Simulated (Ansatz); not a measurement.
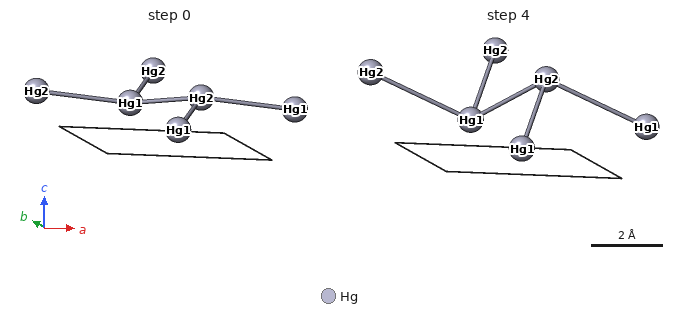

The structure of a free-standing layer of Hg (a generated structure, set up in P-3m1) (coarse preliminary run) before (left) and after (right) a relaxation, at one scale.

Style: ball-and-stick. Shown: the cell of the calculation, outlined in the plane, without the vacuum, slightly off an axis.

All numbers below come from Ansatz 0.2.0, DFT PBE, scalar-relativistic, plane waves, PAW.

The input:
```yaml
crystal:
  lattice:
    - [4.790348, 0.0, 0.0]
    - [-2.395174, 4.148563, 0.0]
    - [0.0, 0.0, 15.0]
  atoms:
    - { symbol: Hg, position: [0.33333333, 0.66666667, 0.48422106] }
    - { symbol: Hg, position: [0.66666667, 0.33333333, 0.51577894] }
  periodic: [true, true, false]
basis:
  ecutwfc: 420
kpoints:
  mp_grid: { grid: [6, 6, 1] }
hamiltonian:
  xc: pbe
scf:
  occupations: { method: gaussian, width: 0.1 }
  lower_state_search: "off"
output:
  forces: true
  stress: true
  eigenvalues: true
relax:
  adjacent_minimum: "off"
  f_tol: 0.04
  max_steps: 70
  cell: { stress_2d_tol: 0.16 }
```

Run as
```bash
ansatz run input.yaml --threads 1 --pin off --max-ram 2560MiB --backend cpu --events-out ev --progress --plain --runs-dir out
```

> Summarise the run.

The largest moves relative to the cell and the layer's centre, 0.52 Å, are those of Hg1 and Hg2. Hg1 goes along the normal (−c). In the plane the drawn cell goes a 4.790 → 5.109 Å (+6.6 %), b 4.790 → 5.109 Å (+6.6 %). Near-neighbour distances that change, for instance: Hg1–Hg2 2.806 → 3.311 Å. Over 3 accepted moves (4 points after the start) the energy falls by 169 meV per atom. Largest force component: 0.36 eV/Å at the start, 0.017 eV/Å at the end. At 1 point the geometry stayed and the basis and grid were re-selected for the new cell (energy shift of 0.6 meV per atom at most each time). The program noted that it reset the height of the cell. Cost: 71 s on 1 thread of Intel(R) Xeon(R) Processor @ 2.50GHz (Skylake/Cascade Lake), on a shared host, peak memory 0.64 GiB.
